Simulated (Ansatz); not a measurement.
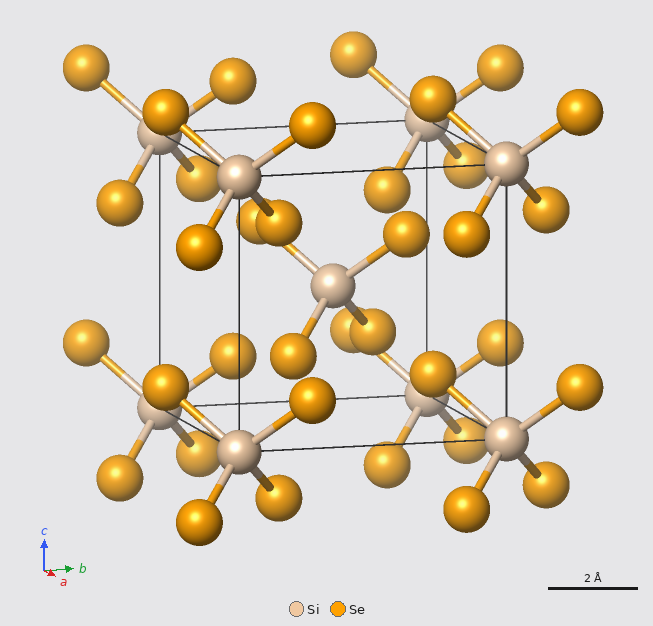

Crystal structure, ball-and-stick style, seen slightly off an axis. One conventional unit cell is outlined, and atoms on its boundary appear in each equivalent place. Finite groups of bonded atoms are drawn whole. Cell: a = 6.32 Å, b = 6.32 Å, c = 6.32 Å, α = 90.00°, β = 90.00°, γ = 90.00°.

Provenance: a structure type filled with these elements by a generator (whether the compound takes this form wasn't checked). Earlier steps of the study, as a rule a relaxation of our own, may have changed the cell and positions, so they can lie some per cent off the listed ones. It was run through Ansatz as a DFT input.

Question: Summary of the structure:

Answer: The material is SiSe₄. Space group I-43m (No. 217), lattice body-centred cubic. The cell comprises 2 formula units: 2 Si, 8 Se. The coordination shell of Si holds four Se in a tetrahedral arrangement at about 2.3 Å. The neighbours of Se is one Si at about 2.3 Å. The bonds build separate SiSe4 groups.

All computed values are from DFT PBE, scalar-relativistic, plane waves, PAW in Ansatz 0.2.0. Settings: a kinetic-energy cutoff of 420 eV, k-points about 0.18 Å⁻¹ apart, Gaussian smearing of 0.1 eV, no spin polarisation.

Question: Is the electronic structure metallic or gapped?

Answer: A metal: bands cross the Fermi level.

Question: How are the electrons shared out in a Bader analysis?

Answer: Si +1.71 e; Se -0.43 e.

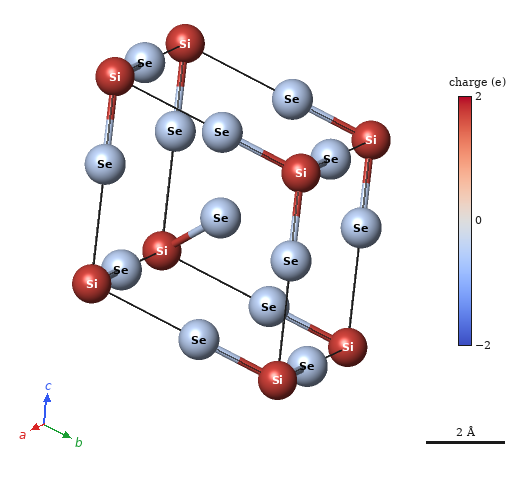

The atoms coloured by those charges. The run's cell of 5 atoms is drawn, so axes and origin can differ from the first picture.

Question: Does the calculation find this structure at rest?

Answer: Yes. The largest force is 0.01 eV/Å. The pressure is 0.0 GPa, close to zero.
